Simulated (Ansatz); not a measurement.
Band-structure calculation of BaS

BaS (2 atoms in the cell), computed with DFT, LDA, PAW with Ansatz's default frozen-core files, scalar-relativistic, no spin polarisation (Ansatz 0.2.0).

It belongs to a series of runs on one base structure; here: volume scaled by 0.9, PAW files. Figures and captions count atoms from 1; the log counts them from 0 in places.

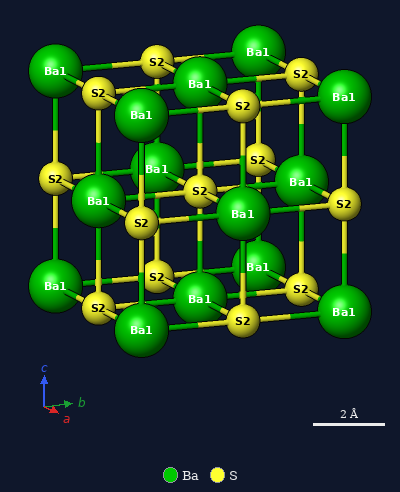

Fig. 1: The structure (ball-and-stick view of the cell 4 times as large as that of the calculation, set on its symmetry axes, seen slightly off an axis; atoms are numbered from 1 in the order of the input).

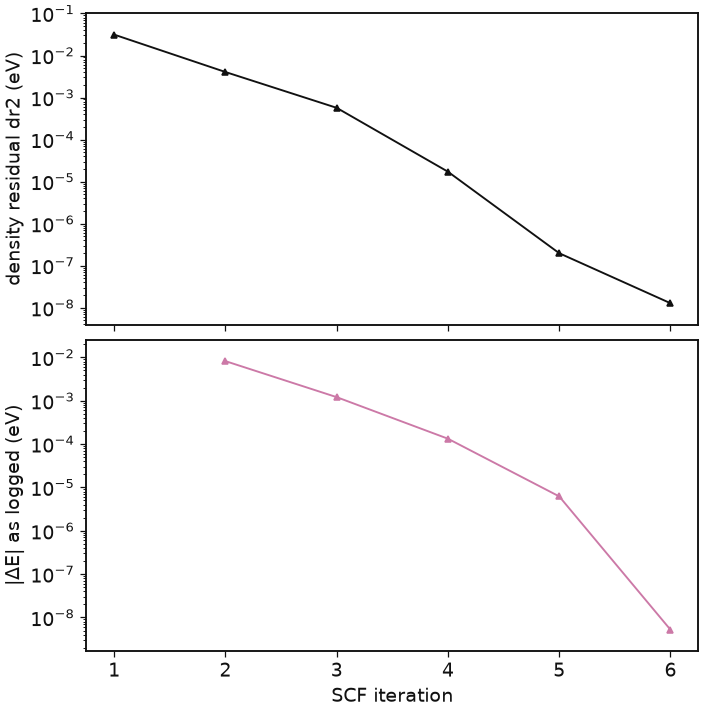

Fig. 2: Convergence of the self-consistent field: density residual dr2 and size of the energy change against the SCF iteration. The residual falls at every step.

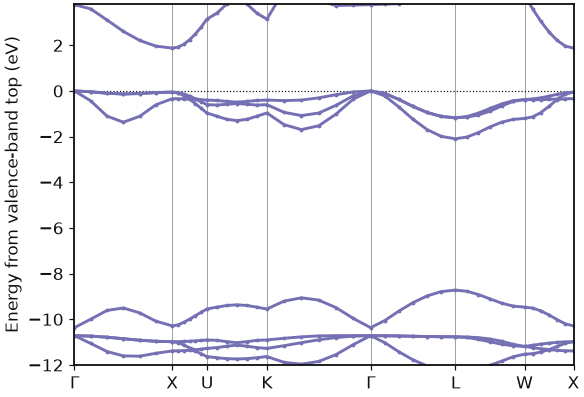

Fig. 3: Band structure along Γ–X–U–K–Γ–L–W–X, with energies from the valence-band top. There is a gap of 1.88 eV on this path.

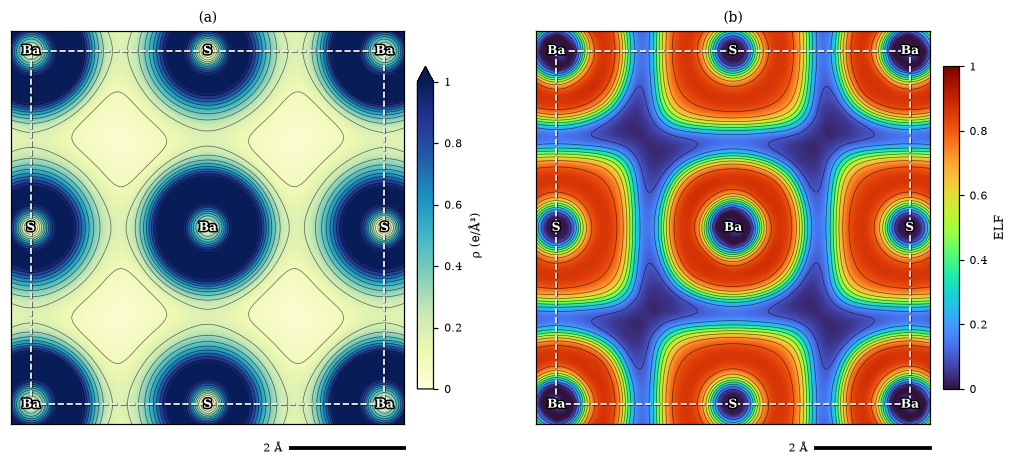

Fig. 4: (a) valence electron density; (b) electron localisation function on the (010) plane of the conventional cell. Atoms in the plane: Ba and S. Ba–S (3.11 Å): ρ is about 0.18 e/Å³ halfway; the ELF peaks at about 0.85 in the valence shell of S, 0.9 Å from its nucleus, and drops to about 0.15 between the two atoms (a closed-shell, largely ionic contact). Away from the nuclei the density in this plane falls to 0.04 e/Å³ at its lowest. The strong features right at Ba lie inside the PAW spheres (semicore, d or f shells) and say nothing about bonding. The fields are those of the smooth PAW valence density.

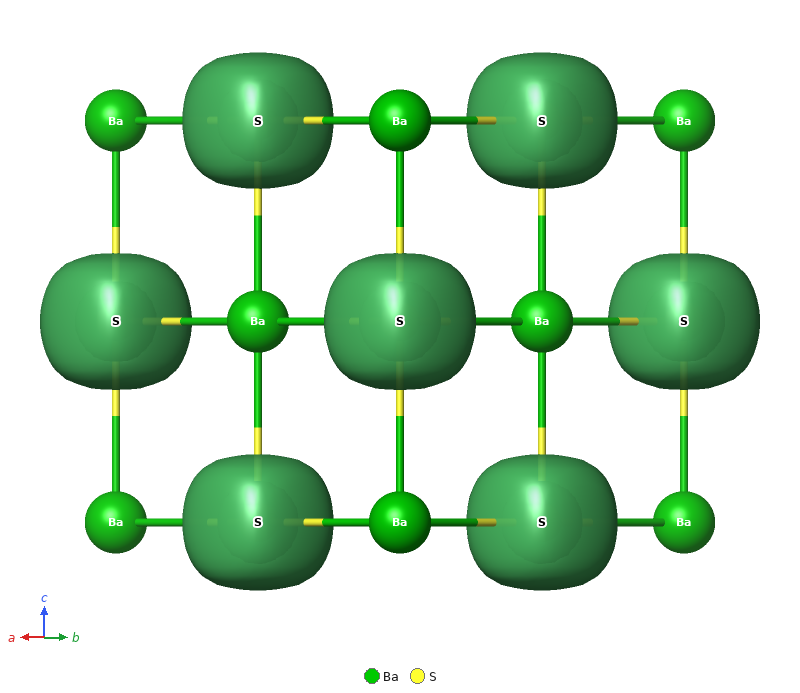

Fig. 5: Isosurface of the ELF at 0.8 (green), seen along [110]. Only the valence region is drawn (cores and ρ < 0.01 e/Å³ removed). Sticks mark near contacts. The outline is the cell set on symmetry axes. Along the contacts the grid gives the following. Ba–S (3.11 Å): the ELF peaks at about 0.85 in the valence shell of S, 0.9 Å from its nucleus, and drops to about 0.15 between the two atoms, as expected for two separate closed shells.

These pictures come from the run below.

Input
```yaml
crystal:
  lattice:
    - [0.0, 3.1143555674, 3.1143555674]
    - [3.1143555674, 0.0, 3.1143555674]
    - [3.1143555674, 3.1143555674, 0.0]
  atoms:
    - { symbol: Ba, position: [0.0, 0.0, 0.0] }
    - { symbol: S, position: [0.5, 0.5, 0.5] }
kpoints:
  mp_grid: { grid: [8, 8, 8] }
  band_path:
    path:
      - [0.0, 0.0, 0.0]
      - [0.5, 0.0, 0.5]
      - [0.625, 0.25, 0.625]
      - [0.375, 0.375, 0.75]
      - [0.0, 0.0, 0.0]
      - [0.5, 0.5, 0.5]
      - [0.5, 0.25, 0.75]
      - [0.5, 0.0, 0.5]
    npoints: 6
scf:
  occupations: { method: fermi_dirac, width: 0.03 }
hamiltonian:
  xc: lda
  pseudopotentials: { kind: paw }
output:
  forces: true
  stress: true
  eigenvalues: true
  populations: true
  write_density: true
  write_potential: true
  elf: true
  volumetric_format: npy
```

Command:
```bash
ansatz run input.yaml --threads 1 --pin off --max-ram 2048MiB --backend cpu --events-out ev --progress --plain --runs-dir out
```

Output
```
Engine: ansatz 0.2.0, x86_64-unknown-linux-gnu
Pseudopotentials: kind: paw
Pseudopotential: Ba, paw, valence charge 10, recommended cutoff 420 eV (normal), Ba.paw.azcp
Pseudopotential: S, paw, valence charge 6, recommended cutoff 420 eV (normal), S.paw.azcp
Functional definition: SPW92
  exchange = slater_x
  correlation = pw_c
Crystal: 2 atoms, lattice volume = 60.414 Å³
Basis set: ecut = 420 eV, 1243 PW (Γ)
Bands: 12, of which v1, the nominal top of the filled ones, is band 8 counted from 1 (7 counted from 0)
Symmetry: 48 space group operations
Space group: Fm-3m (ITA 225), of the structure as read, at distance tolerance 3.9e-5 Å
k-points: 29 of 512
Non-local potential: Ba, projectors of the file, l = 0: 3, l = 1: 2, l = 2: 2, l = 3: 2
Non-local potential: S, projectors of the file, l = 0: 2, l = 1: 2, l = 2: 2
PAW form: soft (Blöchl's): semilocal exchange-correlation on the pseudo side does not see the compensation charge
PAW frozen core: Ba, regenerated for the run's functional, and the local potential with it (the file was generated under x = pbe(κ = 0.804, μ = 0.2195149727645171), c = pbe(β = 0.06672455060314922))
PAW frozen core: S, regenerated for the run's functional, and the local potential with it (the file was generated under x = pbe(κ = 0.804, μ = 0.2195149727645171), c = pbe(β = 0.06672455060314922))
PAW one-centre angular grid: Ba, 194 points (default); XC on 64 Gauss nodes
PAW one-centre angular grid: S, 110 points (default); XC on 64 Gauss nodes
Initial density: superposition of atomic densities (neutral atoms: chi_scale 0, normalization atom), corrected by the library's trained network
Initial wavefunctions: pseudopotential atomic-orbital guess
Functional: x = slater, c = lda
SCF iter   1: F=—  HF=-6653.464299 eV  |F-HF|=—  |Δ(HF+E_count)|=         —  Δρ=5.60e-3  dr2=3.14e-2  ethr=1.77e-3  ⟨swp⟩=9.7  Hψ=2924  notcnv=0
preconditioner: auto → none  [insulator: Δε(μ)=1.742 eV  Ē_g=11.904 eV  σ=0.030 eV  W_gap=1.00  n_scr=14 (ndim 8)  ℏωp=17.9 eV  f_vac=0.000  D(μ)=0.00/eV (n_scr^D=0)  ε∞_Penn≈3.3]
SCF iter   2: F=—  HF=-6653.456095 eV  |F-HF|=—  |Δ(HF+E_count)|=   8.20e-3  Δρ=2.75e-3  dr2=4.05e-3  ethr=1.96e-4  ⟨swp⟩=3.0  Hψ=892  notcnv=0
SCF iter   3: F=—  HF=-6653.454885 eV  |F-HF|=—  |Δ(HF+E_count)|=   1.21e-3  Δρ=1.21e-3  dr2=5.69e-4  ethr=2.53e-5  ⟨swp⟩=2.1  Hψ=555  notcnv=0
SCF iter   4: F=—  HF=-6653.454752 eV  |F-HF|=—  |Δ(HF+E_count)|=   1.33e-4  Δρ=2.33e-4  dr2=1.72e-5  ethr=3.55e-6  ⟨swp⟩=1.0  Hψ=348  notcnv=0
SCF iter   5: F=—  HF=-6653.454746 eV  |F-HF|=—  |Δ(HF+E_count)|=   6.21e-6  Δρ=2.86e-5  dr2=1.98e-7  ethr=1.07e-7  ⟨swp⟩=1.8  Hψ=481  notcnv=0
SCF iter   6: F=-6653.454746 eV  HF=-6653.454746 eV  |F-HF|=7.40e-9  |Δ(HF+E_count)|=   5.22e-9  Δρ=3.84e-6  dr2=1.28e-8  ethr=6.25e-10  ⟨swp⟩=9.1  Hψ=2691  notcnv=0
SCF 1 converged in 6 iterations: F = -6653.454746 eV  dr2 = 1.28e-8
  greatest PAW one-centre occupation: 0.956 electrons in one spin orbital (limit 2), on the Ba atom at site 0 (counted from 0), in its partial waves of l = 0
NSCF: frozen V_eff on 43 k-points
SCF converged after 6 iterations
Free energy (F): -6653.454746 eV
Harris-Foulkes:  -6653.454746 eV  (|F-HF|=7.40e-9)
Internal energy: -6653.454746 eV  (E = F + TS)
E sigma→0 (E₀):  -6653.454746 eV
Fermi energy:    7.227526 eV
--- Per-component energies (eV) ---
  E_band       = -41.853326
  E_kinetic    = 278.568508
  E_local      = -377.157213  (includes V_loc(G=0)·N_el)
  E_nonlocal   = 89.539503
  E_hartree    = 118.735414
  E_xc         = -265.065305
  E_vxc        = -226.057665  (∫ρ·V_xc dr)
  E_paw        = -5626.598649  (= ΣΔE_a)
  E_vpaw       = -44.218840  (= ΣTr[D̂ρ^β])
  E_aug_tail   = -0.000001  (compensation charges beyond the density's cutoff)
  E_ewald      = -871.912717
  E_core_change = 0.435713  (= ΣΔE_core)
  E_smearing   = -0.000000  (= −TS)
  E_closure    = 0.000000  (closes the sum)
  Σ components = -6653.454746   (vs F -6653.454746, Δ=0.00e0)
--- Forces (eV/Å), atoms counted from 1 ---
  atom   1  Ba     0.00000000    -0.00000000    -0.00000000
  atom   2  S      0.00000000    -0.00000000    -0.00000000
  max |Σ_I F_I| component: 9.66e-30 eV/Å
--- Stress (GPa, compression-positive) ---
        1.089565      -0.000000       0.000000
       -0.000000       1.089565      -0.000000
        0.000000      -0.000000       1.089565
  P = ⅓ Tr σ = 1.0896 GPa (10.896 kbar)
--- Band table (eV; the first three rows and the last of 29) ---
  k-point 0: bands = ["-19.4501", "-4.4400", "-4.4400", "-4.4400", "-4.0889", "6.2795", "6.2795", "6.2795", "10.0584", "10.0979", "10.0979", "10.0979"]
  k-point 1: bands = ["-19.4404", "-4.9499", "-4.4473", "-4.4473", "-3.5678", "5.8366", "6.0496", "6.0496", "10.0768", "10.3398", "10.3398", "10.6912"]
  k-point 2: bands = ["-19.4168", "-5.4964", "-4.4648", "-4.4648", "-2.9914", "5.0382", "5.5982", "5.5982", "10.2714", "11.0215", "11.0215", "11.9750"]
  k-point 28: bands = ["-19.3629", "-5.2502", "-4.9113", "-4.9113", "-3.1901", "5.0742", "5.9003", "5.9003", "10.4664", "10.4664", "12.9389", "13.4014"]
--- Löwdin populations: 2 sites ---
  site symbol       q [e]
     0     Ba      8.4060
     1      S      7.2848
  spilling = 0.019326 (of n_electrons = 16.000000)
```

File populations.tsv
```
# site	symbol	l	j	q
# orbitals = lowdin
# n_electrons = 16.000000
# spilling = 0.019326
0	Ba	0_5S	-	1.961828
0	Ba	0_6S	-	0.471522
0	Ba	1_5P	-	5.972608
1	S	0_3S	-	1.848684
1	S	1_3P	-	5.436135
```

File rho_z.tsv
```
# z_ang	rho[e/angstrom^3]
# format = ansatz-planar-average/11
# lattice	0.000000000	3.114355567	3.114355567
# lattice	3.114355567	0.000000000	3.114355567
# lattice	3.114355567	3.114355567	0.000000000
# sites	2
# site	56	0.000000000	0.000000000	0.000000000
# site	16	3.114355567	3.114355567	3.114355567
0.000000	3.109320e-1
0.146812	3.114493e-1
0.293624	3.120355e-1
0.440436	3.097391e-1
0.587249	3.005962e-1
0.734061	2.826349e-1
0.880873	2.587718e-1
1.027685	2.363314e-1
1.174497	2.229233e-1
1.321309	2.218908e-1
1.468121	2.306890e-1
1.614933	2.428074e-1
1.761746	2.517771e-1
1.908558	2.548899e-1
2.055370	2.540495e-1
2.202182	2.531309e-1
2.348994	2.540495e-1
2.495806	2.548899e-1
2.642618	2.517771e-1
2.789430	2.428074e-1
2.936243	2.306890e-1
3.083055	2.218908e-1
3.229867	2.229233e-1
3.376679	2.363314e-1
3.523491	2.587718e-1
3.670303	2.826349e-1
3.817115	3.005962e-1
3.963927	3.097391e-1
4.110740	3.120355e-1
4.257552	3.114493e-1
```

File v_z.tsv
```
# z_ang	v_es[eV]	v_tot[eV]
# format = ansatz-planar-average/11
# xc	lda
# density_cutoff_ev	1680
# datasets	Ba=:simpson_from_first_knot:soft:shift=-2375417	S=:simpson_from_first_knot:soft:shift=-1176600
# lattice	0.000000000	3.114355567	3.114355567
# lattice	3.114355567	0.000000000	3.114355567
# lattice	3.114355567	3.114355567	0.000000000
# sites	2
# site	56	0.000000000	0.000000000	0.000000000
# site	16	3.114355567	3.114355567	3.114355567
0.000000	3.523569e-1	-9.753589e0
0.146812	4.876690e-1	-9.589140e0
0.293624	8.869241e-1	-9.104051e0
0.440436	1.532287e0	-8.323399e0
0.587249	2.387332e0	-7.300293e0
0.734061	3.394879e0	-6.116530e0
0.880873	4.460501e0	-4.892310e0
1.027685	5.455044e0	-3.775188e0
1.174497	6.173823e0	-2.977328e0
1.321309	6.407927e0	-2.707534e0
1.468121	6.159173e0	-2.962680e0
1.614933	5.678214e0	-3.498515e0
1.761746	5.262582e0	-4.021480e0
1.908558	5.023052e0	-4.396001e0
2.055370	4.919086e0	-4.612371e0
2.202182	4.891493e0	-4.683558e0
2.348994	4.919086e0	-4.612371e0
2.495806	5.023052e0	-4.396001e0
2.642618	5.262582e0	-4.021480e0
2.789430	5.678214e0	-3.498515e0
2.936243	6.159173e0	-2.962680e0
3.083055	6.407927e0	-2.707534e0
3.229867	6.173823e0	-2.977328e0
3.376679	5.455044e0	-3.775188e0
3.523491	4.460501e0	-4.892310e0
3.670303	3.394879e0	-6.116530e0
3.817115	2.387332e0	-7.300293e0
3.963927	1.532287e0	-8.323399e0
4.110740	8.869241e-1	-9.104051e0
4.257552	4.876690e-1	-9.589140e0
```

Summary

```tsv
quantity	value
outcome	converged
space group (tolerance 0.01 Å)	Fm-3m (225)
electrons treated	16
free energy	−6653.4547 eV
Fermi energy	7.228 eV
gap on the k-point mesh	1.88 eV
pressure	1.09 GPa
largest force (length of the vector)	under 0.001 eV/Å
hardware	1 thread of Intel Xeon (Granite Rapids), 64 GiB of memory available, shared host
wall time	1.4 s
peak memory	0.35 GiB
```
